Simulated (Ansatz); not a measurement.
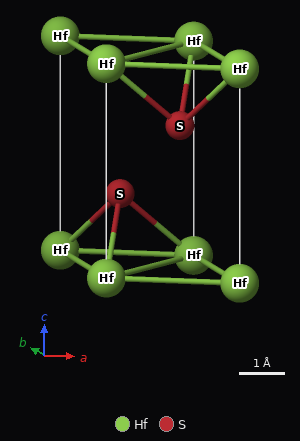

Normal modes of a crystal of HfS2 relaxed at 50 GPa, space group P-3m1 (No. 164), at the zone centre. The picture is a ball-and-stick view of the cell of the calculation, seen slightly off an axis.

All numbers below come from DFT LDA, scalar-relativistic, plane waves, PAW in Ansatz.

Input
```yaml
crystal:
  lattice:
    - [3.0718225311, 0.0, 0.0]
    - [-1.5359112656, 2.6602763479, 0.0]
    - [0.0, 0.0, 4.9866116262]
  atoms:
    - { symbol: Hf, position: [0.0, 0.0, 0.0] }
    - { symbol: S, position: [0.6666666667, 0.3333333333, 0.6842090035] }
    - { symbol: S, position: [0.3333333333, 0.6666666667, 0.3157909965] }
basis:
  ecutwfc: 420
kpoints:
  mp_grid: { grid: [18, 18, 8] }
hamiltonian:
  xc: lda
scf:
  occupations: { method: fermi_dirac, width: 0.15 }
output:
  eigenvalues: true
phonons:
  method: dfpt
  eigenvectors: true
```

Run as
```bash
ansatz run input.yaml --threads 1 --pin off --max-ram 3072MiB --backend cpu --events-out ev --progress --plain --runs-dir out
```

The frequencies depend somewhat on the k-mesh and the smearing.

Give the spectrum at this point.

The calculation's cell holds 3 atoms, so there are 6 optical modes, in 4 levels. The optical modes span E_u + E_g + A₂u + A₁g. No level is unstable.

```json
{"level": "1", "symmetry": "E_u", "frequency (cm⁻¹)": "247", "activity": "infrared-active"}
{"level": "2", "symmetry": "E_g", "frequency (cm⁻¹)": "286", "activity": "Raman-active"}
{"level": "3", "symmetry": "A₂u", "frequency (cm⁻¹)": "433", "activity": "infrared-active"}
{"level": "4", "symmetry": "A₁g", "frequency (cm⁻¹)": "482", "activity": "Raman-active"}
```

The crystal is a metal, so free carriers screen the infrared response.

The modes drawn as arrows (one member of each degenerate set):

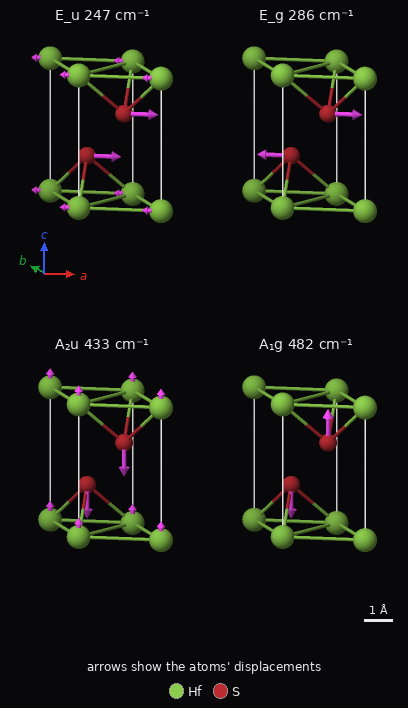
